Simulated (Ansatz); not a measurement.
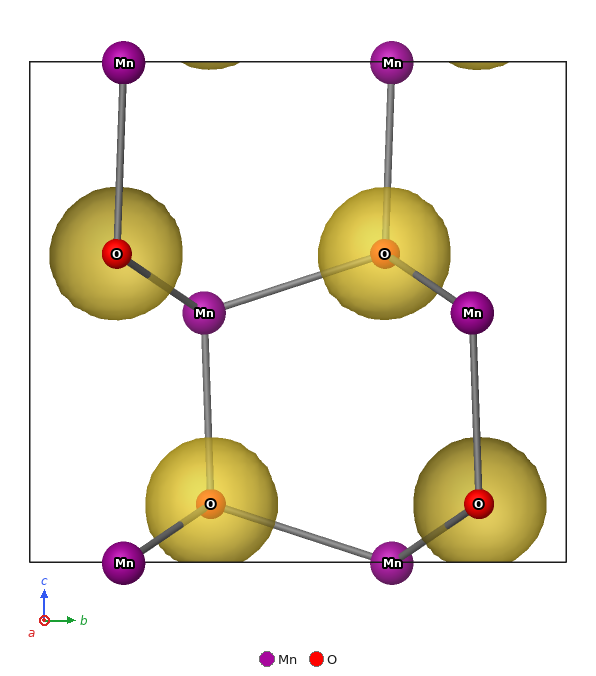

Figure. MnO. Density of the Kohn–Sham states from −19.5 to −18.8 eV about the valence-band maximum (a separate group of bands (semicore or deep states)), scaled to one electron a cell: yellow surface at 0.04 1/Å³, in the conventional cell seen along the a axis.

Space group Cmc2_1; the calculation finds a residual pressure of about −8 GPa at this fixed cell; spin-polarised. Net moment 0.0 μB in the 8-atom cell of the calculation; other magnetic orders weren't tried. The cell comes from a database of computed structures, not from a measurement.

These are results of DFT r2SCAN, scalar-relativistic, plane waves, PAW (Ansatz), not measurements.

Core electrons are frozen (PAW), so the fields are smoothed inside the atomic spheres.

The calculation's input:

```
crystal:
  lattice:
    - [3.4679459001, 0.0, 0.0]
    - [0.0, 5.8662909848, 0.0]
    - [0.0, 0.0, 5.47315968]
  atoms:
    - { symbol: Mn, position: [0.5, 0.32504907, 0.49765733], spin: -4.0 }
    - { symbol: Mn, position: [0.5, 0.67495093, 0.99765733], spin: -4.0 }
    - { symbol: Mn, position: [0.0, 0.82504717, 0.49764971], spin: 4.0 }
    - { symbol: Mn, position: [0.0, 0.17495283, 0.99764971], spin: 4.0 }
    - { symbol: O, position: [0.0, 0.83766518, 0.11591284], spin: 0.01 }
    - { symbol: O, position: [0.5, 0.3376601, 0.11591947], spin: -0.01 }
    - { symbol: O, position: [0.5, 0.6623399, 0.61591947], spin: -0.01 }
    - { symbol: O, position: [0.0, 0.16233482, 0.61591284], spin: 0.01 }
magnetization:
  spin_polarized: true
basis:
  ecutwfc: 500
  fft_grid_basis: typed
kpoints:
  mp_grid: { grid: [8, 4, 6] }
hamiltonian:
  xc: r2scan
  pseudopotentials: { kind: paw }
scf:
  occupations: { method: gaussian, width: 0.05 }
  n_extra_bands: 10
output:
  forces: true
  stress: false
  eigenvalues: true
  bader: false
  write_density: false
  volumetric_format: npy
  populations: true
  band_densities:
    - { e_range: [-0.93, -0.32] }
    - { e_range: [0.32, 0.93] }
    - { e_range: [-2.47, -0.3] }
    - { e_range: [-5.95, -4.03] }
    - { e_range: [-19.78, -19.17] }
  dos:
    e_range: [-30, 8]
    de: 0.02
    method: { smearing: { sigma: 0.03, scheme: gaussian } }
    projected: { site_lists: { Mn: [Mn], O: [O] } }
checkpoint:
  read: start.run
  write: ck
  compress: false
  write_wavefunctions: false
  write_every: 100000
```

Command:

```sh
ansatz run input.yaml --threads 2 --pin off --max-ram 4096MiB --backend cpu --events-out ev --progress --plain --runs-dir out
```

The picture shows the conventional cell (a = 3.47 Å, b = 5.87 Å, c = 5.47 Å, α = 90.00°, β = 90.00°, γ = 90.00°).

**What is the character of these states?**

Projected on a minimal set of atomic orbitals (Löwdin), they are O 2s (90 %).
- In space (atomic cells sized by Bader volumes) the density divides as O about 95 % and Mn little.
- The group holds 8 electrons when full, in the cell of the calculation (8 atoms).
- Little of the density lies between the atoms' surroundings.

Run time: 120 s on 2 threads of Arm Neoverse N1 (shared host), peak memory 0.93 GiB.
